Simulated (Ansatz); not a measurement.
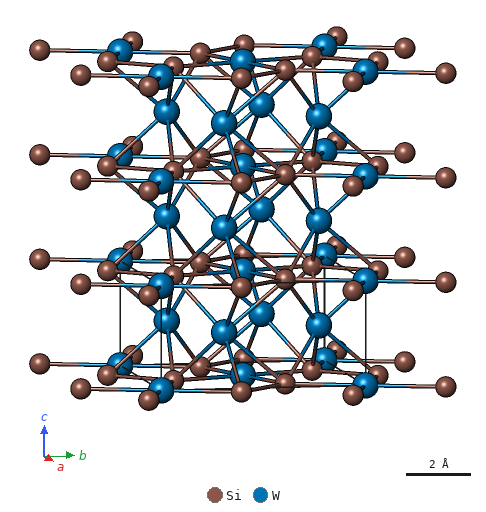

Starting structure of a crystal of Si2W3 (set up in P4/mbm). A ball-and-stick model of the cell of the calculation, repeated 1 × 1 × 3 with one cell outlined, seen slightly off an axis.

These are results of Ansatz 0.2.0, DFT PBE, scalar-relativistic, plane waves, PAW, not measurements.

The input:
```yaml
crystal:
  lattice:
    - [6.61584711, 0.0, 0.0]
    - [0.0, 6.61584711, 0.0]
    - [0.0, 0.0, 3.34350491]
  atoms:
    - { symbol: Si, position: [0.63399801, 0.13399801, 0.0] }
    - { symbol: Si, position: [0.36600199, 0.86600199, 0.0] }
    - { symbol: Si, position: [0.13399801, 0.36600199, 0.0] }
    - { symbol: Si, position: [0.86600199, 0.63399801, 0.0] }
    - { symbol: W, position: [0.0, 0.0, 0.0] }
    - { symbol: W, position: [0.5, 0.5, 0.0] }
    - { symbol: W, position: [0.15984102, 0.65984102, 0.5] }
    - { symbol: W, position: [0.84015898, 0.34015898, 0.5] }
    - { symbol: W, position: [0.65984102, 0.84015898, 0.5] }
    - { symbol: W, position: [0.34015898, 0.15984102, 0.5] }
basis:
  ecutwfc: 420
kpoints:
  mp_grid: { grid: [6, 6, 12] }
hamiltonian:
  xc: pbe
scf:
  occupations: { method: gaussian, width: 0.1 }
output:
  forces: true
  stress: true
  eigenvalues: true
relax:
  adjacent_minimum: "off"
  f_tol: 0.01
  max_steps: 80
  cell: { stress_tol: 0.05 }
```

Command:
```bash
ansatz run input.yaml --threads 1 --pin off --max-ram 2560MiB --backend cpu --events-out ev --progress --plain --runs-dir out
```

> Where does the relaxation end?

After 3 accepted moves (4 points after the start) the energy has fallen by 0.5 meV per atom. Largest force component: 0.018 eV/Å at the start, 0.00063 eV/Å at the end. Pressure: −1.25 GPa at the start and 0.00 GPa at the end. At 1 point the geometry stayed and the basis and grid were re-selected for the new cell (energy shift of less than 0.05 meV per atom at most each time). The atoms keep their places relative to the cell (all moves are under 0.005 Å). The drawn cell changes as follows: a = b 6.616 → 6.624 Å (+0.1 %), c 3.344 → 3.318 Å (−0.8 %); the volume changes by −0.5 %. Near-neighbour distances that change, for instance: Si1–W8 2.553 → 2.545 Å, Si1–Si2 2.507 → 2.514 Å, Si1–W10 2.570 → 2.563 Å, W5–W10 2.996 → 2.992 Å. The space group stays P4/mbm (No. 127). Cost: 3.3 min on 1 thread of Intel(R) Xeon(R) Platinum 8259CL CPU @ 2.50GHz (Skylake/Cascade Lake), with other jobs on the host, peak memory 0.76 GiB.
